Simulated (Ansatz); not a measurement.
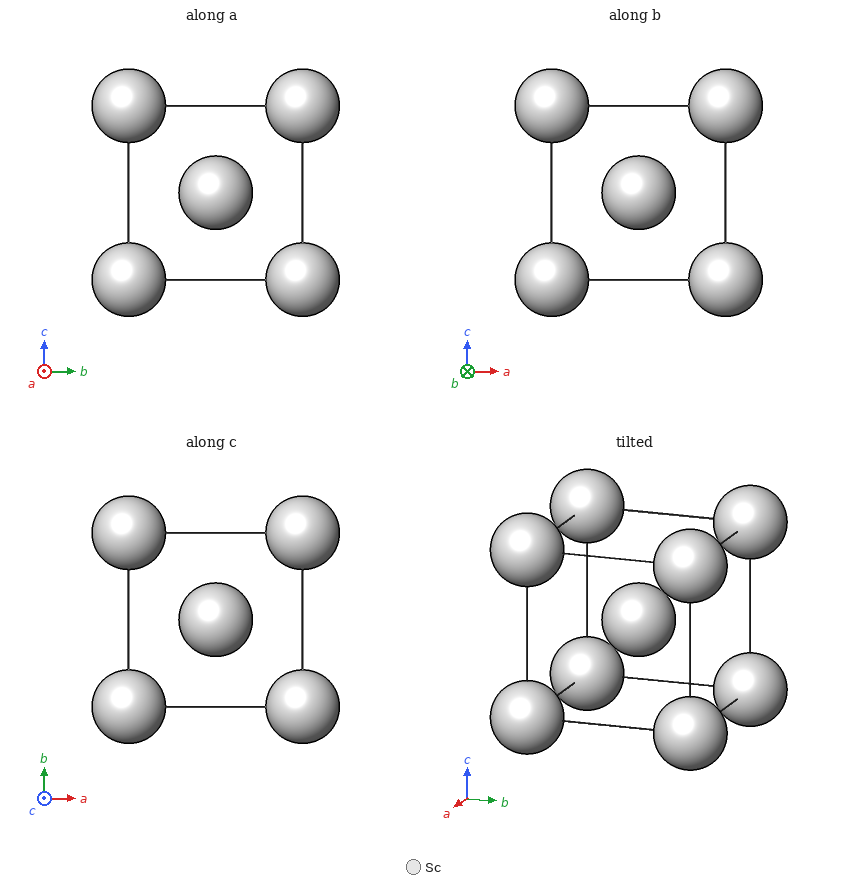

We look at a spheres-only model of the crystal along the a axis, along the b axis, along the c axis and slightly off an axis. Thin lines show the conventional unit cell, with boundary atoms drawn in all their periodic places.

Lattice parameters: a = 3.390 Å, b = 3.390 Å, c = 3.390 Å, α = 90.00°, β = 90.00°, γ = 90.00°.

Reconstruct the structure as a table of Wyckoff sites.

Space group Im-3m (No. 229).
```csv
atom,site,x,y,z
Sc,2a,0.0000,0.0000,0.0000
```

The structure comes from a generated cell, made by putting these elements into a known structure type (the compound may or may not exist in this form). The atoms were relaxed in a fixed cell with DFT, PAW plane waves, PBEsol (Ansatz).

At this level of theory the cell isn't at rest (compressed, at 15 GPa), so its distances can differ from those at equilibrium, the more so the softer the solid.
